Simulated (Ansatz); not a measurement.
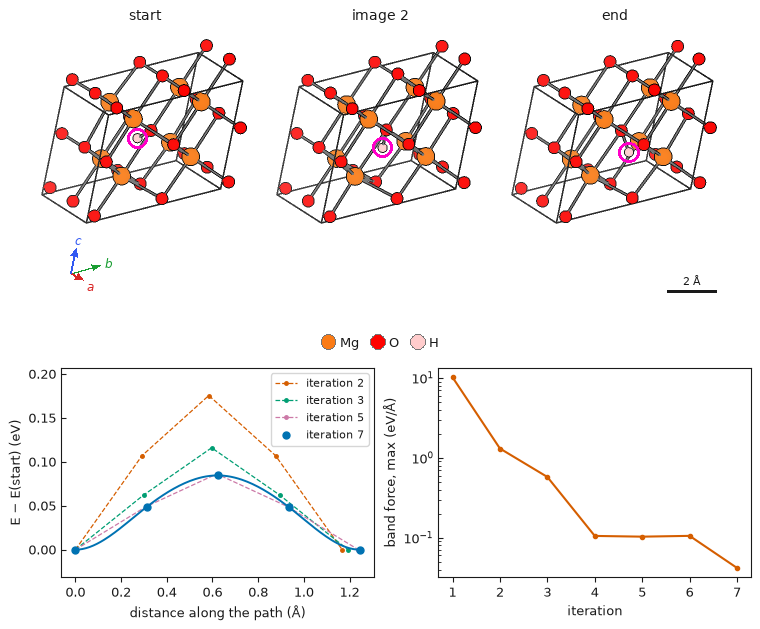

A search for the minimum-energy path of a defect cell of composition Mg8HO8 (cell charge +1) (17 atoms in the cell) by the nudged elastic band. Images are numbered from 0 (start) to 4 (end). The plot follows the band through its iterations. The picture is a ball-and-stick view of the reduced simulation cell (origin moved), seen slightly off an axis. The moving atom is ringed, with any periodic copies. Lengths and directions refer to the drawn axes. Bonds to atoms that aren't drawn are left out.

Method: DFT PBEsol, scalar-relativistic, plane waves, PAW (Ansatz). Set-up: plane-wave cutoff 420 eV; k-point mesh 2 × 2 × 2; Gaussian smearing 0.02 eV; 3 movable images; climbing image.

How did the profile develop, and is the result final?

The run is converged, with reservations. The band converged in 7 iterations. The largest component of the band force went from 10 to 0.042 eV/Å. The climbing image converged on the top of the path. Its curvatures weren't checked. The first iteration put the highest image at 1.140 eV. The barrier is about 0.085 eV in both directions, with image 2 at the top; the ends have the same energy.

Limits of the set-up: the periodic images lie only 6.0 Å apart, so the values are limited by the cell's size; the cell is charged, on a uniform background, and energies carry no finite-size correction.
